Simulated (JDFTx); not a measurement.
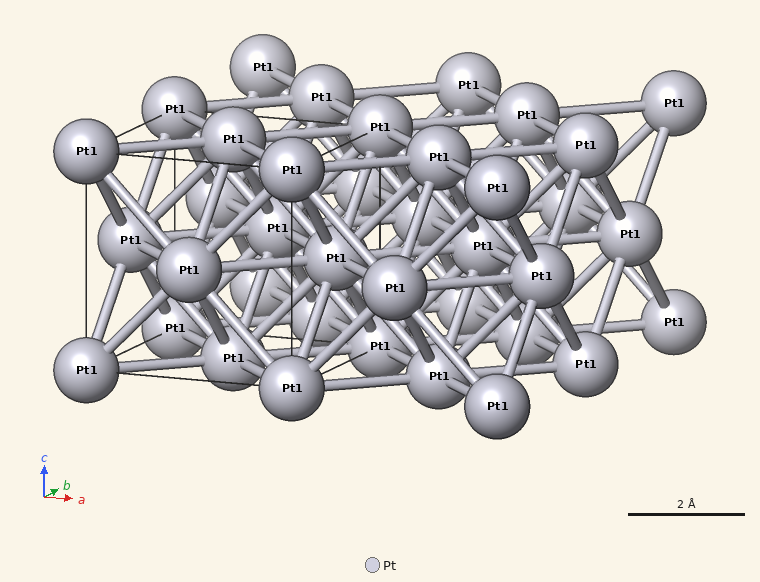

**Figure 1.** The structure (ball-and-stick view of the cell 4 times as large as that of the calculation, set on its symmetry axes, repeated 2 × 2 × 1, seen slightly off an axis; atoms are numbered from 1 in the order of the input). Near neighbours in the crystal (not all of them lie inside the picture): Pt has 12 Pt at 2.74 Å.

# Run report: Pt, single-point calculation at one volume of an equation of state

The run: single-point calculation at one volume of an equation of state of Pt (Fm-3m, 1 atom in the cell). Method and program: Kohn-Sham DFT of a periodic cell, PBE, PseudoDojo-SR-PBE-0.5-standard, no spin polarisation (JDFTx 1.7.0 (patched build)).

The structure derives from an entry of the Crystallography Open Database. It belongs to a series of runs on one base structure; here: volume scaled by 0.96.

Input file:
```
lattice \
    0.0000000000     3.6554826299     3.6554826299 \
    3.6554826299     0.0000000000     3.6554826299 \
    3.6554826299     3.6554826299     0.0000000000
coords-type Lattice
ion Pt     0.0000000000     0.0000000000     0.0000000000 1

ion-species pseudo/Pt.upf
elec-cutoff 42
elec-ex-corr gga-PBE
kpoint-folding 12 12 12
elec-smearing Fermi 0.0018374661
elec-n-bands 15
electronic-SCF nIterations 100 energyDiffThreshold 1e-08
electronic-minimize nIterations 30 energyDiffThreshold 1e-7
forces-output-coords Cartesian

dump-name run.$VAR
dump End Ecomponents EigStats BandEigs Kpoints Forces Stress
```

Machine: 1 thread of Intel Xeon @ 2.90GHz (Ice Lake), 16 GiB of memory available, shared host.

Launched with:
```bash
jdftx -c 1 -i Pt.in -o Pt.out
```

Output:
```
*************** JDFTx 1.7.0 (patched build) ***************

Input parsed successfully to the following command list (including defaults):
[... the input with its defaults ...]

---------- Setting up symmetries ----------

Found 48 point-group symmetries of the bravais lattice
Found 48 space-group symmetries with basis
Applied RMS atom displacement 0 bohrs to make symmetries exact.

---------- Initializing the Grid ----------
R =
[            0      3.65548      3.65548  ]
[      3.65548            0      3.65548  ]
[      3.65548      3.65548            0  ]
unit cell volume = 97.6932
G =
[  -0.859419   0.859419   0.859419  ]
[   0.859419  -0.859419   0.859419  ]
[   0.859419   0.859419  -0.859419  ]
Minimum fftbox size, Smin = [  32  32  32  ]
Chosen fftbox size, S = [  32  32  32  ]

---------- Exchange Correlation functional ----------
Initalized PBE GGA exchange.
Initalized PBE GGA correlation.

---------- Setting up pseudopotentials ----------
Width of ionic core gaussian charges (only for fluid interactions / plotting) set to 0

Reading pseudopotential file 'pseudo/Pt.upf':
  'Pt' pseudopotential, 'PBE' functional
  Generated using ONCVPSP code by D. R. Hamann
  18 valence electrons, 4 orbitals, 8 projectors, 1001 radial grid points, with lMax = 3
    5S    l: 0   occupation:  2.0   eigenvalue: -3.741794
    5P    l: 1   occupation:  6.0   eigenvalue: -2.058655
    5D    l: 2   occupation:  9.0   eigenvalue: -0.225689
    6S    l: 0   occupation:  1.0   eigenvalue: -0.207978
  Core radius for overlap checks: 1.88 bohrs.

Initialized 1 species with 1 total atoms.

Folded 1 k-points by 12x12x12 to 1728 k-points.

---------- Setting up k-points, bands, fillings ----------
Reduced to 72 k-points under symmetry.
Computing the number of bands and number of electrons
Calculating initial fillings.
nElectrons:  18.000000   nBands: 15   nStates: 72

----- Setting up reduced wavefunction bases (one per k-point) -----
average nbasis = 1270.495 , ideal nbasis = 1270.083

---------- Setting up ewald sum ----------
Optimum gaussian width for ewald sums = 1.863575 bohr.
Real space sum over 2197 unit cells with max indices [  6  6  6  ]
Reciprocal space sum over 2197 terms with max indices [  6  6  6  ]

---------- Allocating electronic variables ----------
Initializing wave functions:  linear combination of atomic orbitals
Note: number of bands (15) exceeds available atomic orbitals (10)
Pt pseudo-atom occupations:   s ( 2 0 )  p ( 6 )  d ( 10 )
	FillingsUpdate:  mu: +0.826764321  nElectrons: 18.000000
LCAOMinimize: Iter:   0  F: -121.0758637973913636  |grad|_K:  4.103e-03  alpha:  1.000e+00
	FillingsUpdate:  mu: +0.914692457  nElectrons: 18.000000
LCAOMinimize: Iter:   1  F: -121.1534104181581313  |grad|_K:  2.451e-05  alpha:  5.500e-01  linmin: -7.062e-02  cgtest:  3.618e-01
LCAOMinimize: Encountered beta<0, resetting CG.
[... 4 lines of inner loops ...]
LCAOMinimize: Encountered beta<0, resetting CG.
	FillingsUpdate:  mu: +0.914908699  nElectrons: 18.000000
LCAOMinimize: Iter:   4  F: -121.1534148495530303  |grad|_K:  1.331e-08  alpha:  9.699e-01  linmin:  2.480e-02  cgtest: -1.720e-01
LCAOMinimize: Converged (|Delta F|<1.000000e-06 for 2 iters).

-------- Electronic minimization -----------
Will mix electronic density at each iteration.
	FillingsUpdate:  mu: +0.914908699  nElectrons: 18.000000
	FillingsUpdate:  mu: +0.913767652  nElectrons: 18.000000
SCF: Cycle:  0   F: -121.169066936441652   dF: -1.565e-02   |Residual|: 1.797e-02   |deigs|: 1.211e+00
	FillingsUpdate:  mu: +0.915460793  nElectrons: 18.000000
SCF: Cycle:  1   F: -121.169227632006724   dF: -1.607e-04   |Residual|: 8.557e-03   |deigs|: 6.604e-03
	FillingsUpdate:  mu: +0.915727003  nElectrons: 18.000000
SCF: Cycle:  2   F: -121.169233919105409   dF: -6.287e-06   |Residual|: 2.015e-03   |deigs|: 6.943e-04
	FillingsUpdate:  mu: +0.915428138  nElectrons: 18.000000
SCF: Cycle:  3   F: -121.169235128633190   dF: -1.210e-06   |Residual|: 4.469e-04   |deigs|: 3.661e-04
	FillingsUpdate:  mu: +0.915527913  nElectrons: 18.000000
SCF: Cycle:  4   F: -121.169235240205708   dF: -1.116e-07   |Residual|: 2.342e-04   |deigs|: 1.634e-04
	FillingsUpdate:  mu: +0.915489723  nElectrons: 18.000000
SCF: Cycle:  5   F: -121.169235293135543   dF: -5.293e-08   |Residual|: 1.890e-05   |deigs|: 1.264e-04
	FillingsUpdate:  mu: +0.915490961  nElectrons: 18.000000
SCF: Cycle:  6   F: -121.169235298304997   dF: -5.169e-09   |Residual|: 9.734e-06   |deigs|: 7.151e-05
	FillingsUpdate:  mu: +0.915491230  nElectrons: 18.000000
SCF: Cycle:  7   F: -121.169235299676373   dF: -1.371e-09   |Residual|: 7.342e-06   |deigs|: 4.748e-05
SCF: Converged (|Delta E|<1.000000e-08 for 2 iters).

Setting wave functions to eigenvectors of Hamiltonian

# Stress tensor in Cartesian coordinates [Eh/a0^3]:
[ -0.000790303            0            0  ]
[            0 -0.000790303            0  ]
[            0            0 -0.000790303  ]

# Ionic positions in lattice coordinates:
ion Pt   0.000000000000000   0.000000000000000   0.000000000000000 1

# Forces in Cartesian coordinates:
force Pt  -0.000000000000000   0.000000000000000   0.000000000000000 1

# Energy components:
   Eewald =     -101.5936514006569382
       EH =       18.3951396279404413
     Eloc =      -68.9706793896375387
      Enl =        8.0014970123410905
      Exc =      -23.8161693981216764
 Exc_core =        9.4207025703066449
       KE =       37.3944786454367133
-------------------------------------
     Etot =     -121.1686823323912563
       TS =        0.0005529672851208
-------------------------------------
        F =     -121.1692352996763731

IonicMinimize: Iter:   0  F: -121.169235299676373  |grad|_K:  0.000e+00
IonicMinimize: Converged (|grad|_K<1.000000e-04).

#--- Lowdin population analysis ---
# oxidation-state Pt +0.147

Dumping 'run.eigStats' ...
	eMin: -2.715818 at state 0 ( [ +0.000000 +0.000000 +0.000000 ] spin 0 )
	HOMO: +0.915470 at state 42 ( [ +0.000000 +0.500000 +0.500000 ] spin 0 )
	mu  : +0.915491
	LUMO: +0.915703 at state 60 ( [ +0.083333 +0.416667 +0.500000 ] spin 0 )
	eMax: +1.977203 at state 6 ( [ +0.000000 +0.000000 +0.500000 ] spin 0 )
	HOMO-LUMO gap: +0.000233
	Optical gap  : +0.005249 at state 39 ( [ +0.000000 +0.416667 +0.416667 ] spin 0 )
Done!
```

Results in brief:

| quantity | value |
| --- | --- |
| outcome | converged |
| space group (tolerance 0.01 Å) | Fm-3m (225) |
| electrons treated | 18 |
| free energy | −3297.1829 eV |
| Fermi energy | 24.912 eV |
| gap on the k-point mesh | none (metallic) |
| pressure | 23.25 GPa |
| largest force (length of the vector) | under 0.001 eV/Å |
| wall time | 20 s |
| peak memory | 0.11 GiB |

Notes:

Spin–orbit coupling is left out, which matters for Pt. The cell is under a pressure of 23 GPa at this level, so it is not at its equilibrium volume.
